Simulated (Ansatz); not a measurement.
## FeO: single-point calculation (part 3 of 3)

Continued. System: FeO (R-3m, 4 atoms in the cell). Method: DFT PBE+U, scalar-relativistic, plane waves, PAW, Ueff = 3 eV on Fe atom 1 d; Ueff = 3 eV on Fe atom 3 d, spin-polarised (Ansatz 0.2.0); cutoff 420 eV, 8×8×8 k-mesh, Gaussian smearing of 0.05 eV, collinear spins. The structure derives from an entry of the Crystallography Open Database. It belongs to a series of runs on one base structure; here: random orbitals: harmonics, high filling.

Geometry of the input (Å; fractional positions):
```
1.5177  0.8762  2.5158
-1.5177  -0.8762  5.0316
0.0000  -3.5049  5.0316
Fe 0.0000  0.0000  0.0000
O  0.5000  0.5000  -0.0000
Fe 0.0000  -0.0000  0.5000
O  0.5000  0.5000  0.5000
```

Output, continued:
```
  k-point 1 ↑: bands = ["-75.2878", "-71.0735", "-42.2882", "-41.3323", "-40.3773", "-37.5843", "-37.2400", "-36.8307", "-5.6463", "-4.5546", "7.4869", "8.4546", "8.8372", "9.2100", "9.3028", "9.9543", "10.3729", "10.3792", "10.9414", "11.1336", "11.6507", "12.3492", "15.6512", "15.7616", "15.9856", "16.5293", "17.1523", "20.9598", "23.6140", "25.3119", "28.5805", "29.4838"]
  k-point 2 ↑: bands = ["-75.2872", "-71.0727", "-42.2873", "-41.3426", "-40.3761", "-37.5834", "-37.2532", "-36.8295", "-5.3588", "-4.4935", "7.4772", "7.6222", "8.1655", "8.8625", "9.1641", "9.1944", "10.1828", "10.3653", "11.1512", "11.2231", "12.6472", "12.8361", "15.7828", "16.0746", "16.5144", "17.4095", "17.7375", "21.9714", "23.6533", "23.8218", "26.8301", "28.9600"]
  k-point 169 ↓: bands = ["-75.2873", "-71.0722", "-42.2924", "-41.3252", "-40.3982", "-37.5901", "-37.2311", "-36.8575", "-4.6901", "-4.6683", "6.4092", "7.4922", "7.5481", "7.7557", "8.9713", "9.3265", "9.9131", "10.1717", "10.9860", "11.9337", "13.5623", "13.8216", "16.1599", "16.1644", "16.6002", "18.6626", "20.3713", "20.5864", "24.2936", "24.3697", "24.7675", "25.1651"]
Occupation matrices written to [file]
--- Löwdin populations: 4 sites ---
  site symbol       q [e]    m [muB]
     0     Fe     14.8125     3.6598
     1      O      7.0647    -0.0808
     2     Fe     14.8125    -3.6598
     3      O      7.0647     0.0808
  spilling = 0.005580 (of n_electrons = 44.000000)
--- Occupation matrices: 2 shells (run DFT+U table (all-electron-ortho-atomic); ε = 4.20e-3) ---
  Fe0 d_3D: site group D3d (-3m); on the run's cell C2h (2/m)
  Fe0 d_3D up     Tr n = 4.9758  λ = 0.992 0.994 0.995 0.997 0.999  [5× z2 0.20 (T2g 0.60) Eg(0.80)/Ag(0.60)]
  Fe0 d_3D dn     Tr n = 1.3121  λ = 0.047 0.053 0.111 0.122 0.980  [x2-y2 0.41 (T2g 0.99) Eg(1.00)/Bg(1.00) | xy 0.39 (T2g 0.99) Eg(0.90)/Ag(1.00) | yz 0.41 (Eg 0.99) Eg(1.00)/Bg(1.00) | xz 0.45 (Eg 0.99) Eg(1.00)/Ag(1.00) | z2 0.90 (T2g 1.00) A1g(0.90)/Ag(1.00)]
  specified occupation → Fe0 d_3D up: matrix, ‖Δ‖_F = 0.0565, Tr Δ = -0.1258, displaced = 0.0629, d_λ = 0.0565; orbital distance = 0.0000
  specified occupation → Fe0 d_3D dn: matrix, ‖Δ‖_F = 0.4388, Tr Δ = -0.2621, displaced = 0.4024, d_λ = 0.1431; orbital distance = 0.4423
  Fe2 d_3D: site group D3d (-3m); on the run's cell C2h (2/m)
  Fe2 d_3D up     Tr n = 1.3121  λ = 0.047 0.053 0.111 0.122 0.980  [x2-y2 0.41 (T2g 0.99) Eg(1.00)/Bg(1.00) | xy 0.39 (T2g 0.99) Eg(0.90)/Ag(1.00) | yz 0.41 (Eg 0.99) Eg(1.00)/Bg(1.00) | xz 0.45 (Eg 0.99) Eg(1.00)/Ag(1.00) | z2 0.90 (T2g 1.00) A1g(0.90)/Ag(1.00)]
  Fe2 d_3D dn     Tr n = 4.9758  λ = 0.992 0.994 0.995 0.997 0.999  [5× z2 0.20 (T2g 0.60) Eg(0.80)/Ag(0.60)]
  specified occupation → Fe2 d_3D up: matrix, ‖Δ‖_F = 0.4388, Tr Δ = -0.2621, displaced = 0.4024, d_λ = 0.1431; orbital distance = 0.4423
  specified occupation → Fe2 d_3D dn: matrix, ‖Δ‖_F = 0.0565, Tr Δ = -0.1258, displaced = 0.0629, d_λ = 0.0565; orbital distance = 0.0000
  Tr n, λ and their labels are of the run-group-symmetrised matrices; stabiliser: 8 of 16 elements of G0×{1,Θ} (closed), max defect 1.1e-15 at τ = 8.9e-4
```

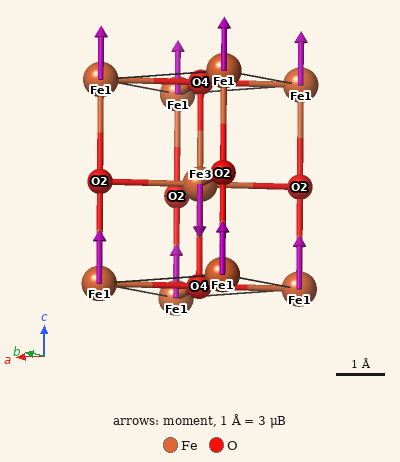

**Figure 1.** Magnetic moments of the sites as pink arrows (ball-and-stick view of the reduced cell, seen at an oblique angle; atoms are numbered from 1 in the order of the input); small moments hardly show. The run is collinear, so the axis drawn is arbitrary. Site moments: Fe1 (3.44 μB); Fe3 (−3.44 μB); O2 (−0.06 μB); O4 (0.06 μB). They are counted near the atoms and needn't add up to the moment of the cell.

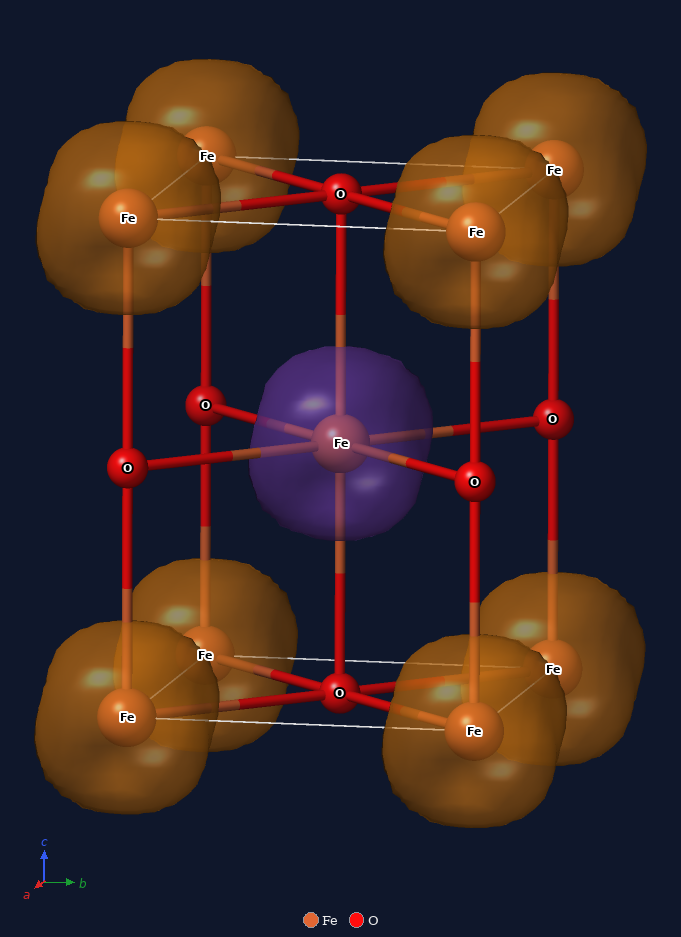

**Figure 2.** Isosurfaces of the magnetisation density (up minus down) at +0.3 (orange) and −0.3 e/Å³ (purple), seen slightly off an axis. Sticks mark near contacts. The outline is the cell set on symmetry axes of the magnetic structure. The cell of the calculation (4 atoms) carries 0.0 μB net. In a PAW calculation such maps are meaningful between the atoms, not at the nuclei.

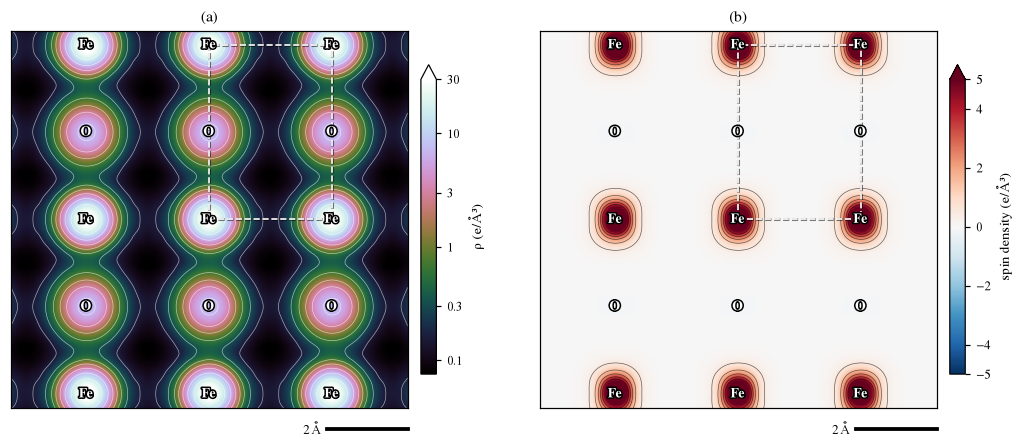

**Figure 3.** (a) valence charge density (pseudo); (b) spin density on the (100) plane of the conventional cell of the magnetic structure. The plane passes through Fe and O nuclei. Fe–O (2.16 Å): the density is about 0.41 e/Å³ at the midpoint. Away from the nuclei the density in this plane falls to 0.08 e/Å³ at its lowest. The cell of the calculation (4 atoms) carries 0.0 μB net.

Results in brief:

```json
{"quantity": "outcome", "value": "converged"}
{"quantity": "space group (tolerance 0.01 Å)", "value": "R-3m (166)"}
{"quantity": "electrons treated", "value": "44"}
{"quantity": "free energy", "value": "−10092.2063 eV"}
{"quantity": "Fermi energy", "value": "14.536 eV"}
{"quantity": "gap on the k-point mesh", "value": "0.95 eV"}
{"quantity": "net moment of the cell", "value": "0.00 μB"}
{"quantity": "integrated absolute moment", "value": "7.60 μB"}
{"quantity": "pressure", "value": "10.10 GPa"}
{"quantity": "largest force (length of the vector)", "value": "under 0.001 eV/Å"}
{"quantity": "hardware", "value": "2 threads of Arm Neoverse V2, 24 GiB of memory available, shared host"}
{"quantity": "wall time", "value": "39 s (CPU time 75 s)"}
{"quantity": "peak memory", "value": "0.63 GiB"}
```
